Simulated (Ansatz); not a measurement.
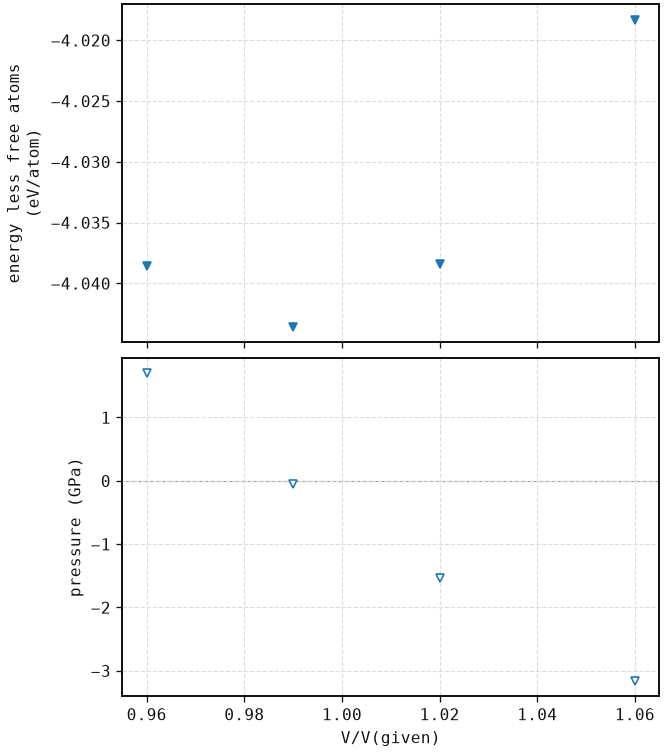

The picture above shows the energy less free atoms and pressure against V/V(given) for Bi₂Te₃, space group R-3m (No. 166).

Cell as given: a = 10.476 Å, b = 10.476 Å, c = 10.476 Å, α = 24.17°, β = 24.17°, γ = 24.17°; 5 atoms.

Calculation (Ansatz 0.2.0): periodic Kohn-Sham DFT of a crystal at fixed atoms, scaled to the stated factor times the given cell; pressure positive in compression, energy less spherical unpolarised free atoms. Level: PBEsol, no spin-orbit coupling.

- method: all-electron LAPW
- relativity: scalar
- k mesh: 7×7×7
- occupations: Fermi–Dirac
- smearing width: 0.08 eV
- basis error target: 1 (meV/atom)
- nucleus: Gaussian

V(given) is 33.87 Å³/atom.

At which V/V(given) is the energy less free atoms least?

Answer. The lowest computed point is at V/V(given) 0.99 (−4.0436 eV/atom).

How does the pressure vary with V/V(given)?

Answer. It falls from 1.697 GPa at V/V(given) 0.96 to −3.161 GPa at 1.06, and changes sign near 0.99.

Caveats: no spin-orbit coupling on heavy atoms; small gap, it may come from the mesh; shape and atomic fractions are frozen while scaling, which makes layered, chain and framework solids too stiff.
